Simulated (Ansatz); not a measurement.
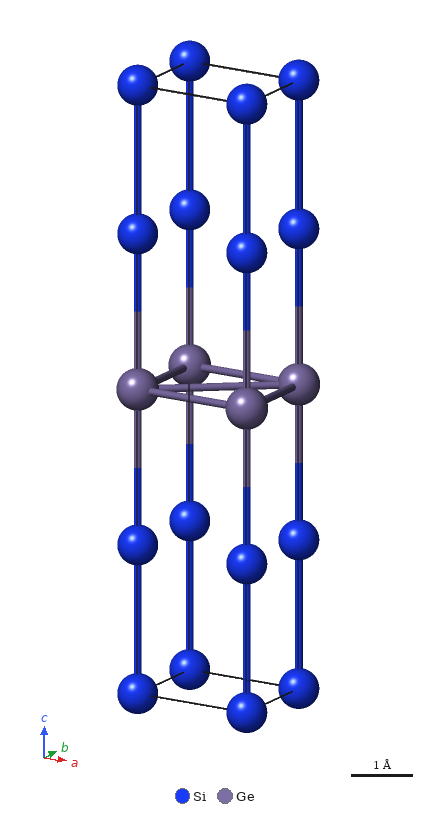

The image is a ball-and-stick drawing of a crystal, viewed slightly off an axis. The parallelepiped is the conventional unit cell. Cell: a = 2.71 Å, b = 2.71 Å, c = 10.15 Å, α = 90.00°, β = 90.00°, γ = 120.00°.

It derives from a structure type filled with these elements by a generator (whether the compound takes this form wasn't checked). Earlier steps of the study may have refined or changed the cell and positions. It was run through Ansatz as a DFT input.

Give a description of the structure.

The structure is one of Si3Ge. The symmetry is that of P6/mmm (No. 191), on a primitive hexagonal lattice. The cell comprises 1 formula unit: 3 Si, 1 Ge. Ge bonds to six Ge and two Si (about 2.7 Å to Ge, 2.6 Å to Si). Si takes two kinds of site: 1a with two Si in a linear arrangement at about 2.5 Å; 2e with one Si and one Ge in a linear arrangement (about 2.5 Å to Si, 2.6 Å to Ge). The bonds build a three-dimensional framework.

The calculation used Ansatz 0.2.0, DFT PBE, scalar-relativistic, plane waves, PAW, with 420 eV cutoff, k-grid 18×18×6, Gaussian smearing of 0.1 eV, no spin polarisation.

What is the electronic character?

A metal: bands cross the Fermi level.

Give the Bader charge of each element.

Si -0.02 to +0.02 e; Ge -0.02 e.

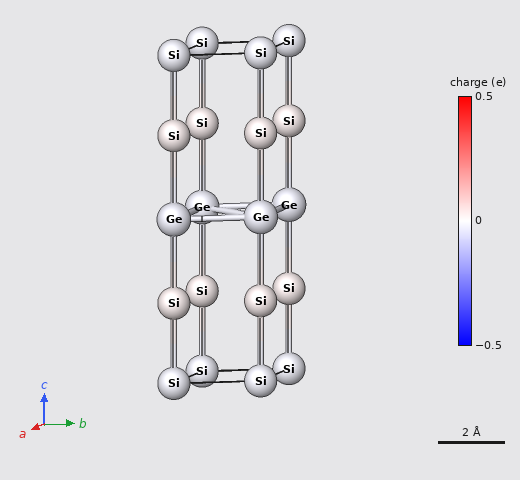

The atoms coloured by those charges. The run's cell of 4 atoms is drawn.

Is this the optimised geometry for these settings?

Yes. All forces vanish to within 0.01 eV/Å. The pressure is 0.0 GPa, close to zero.
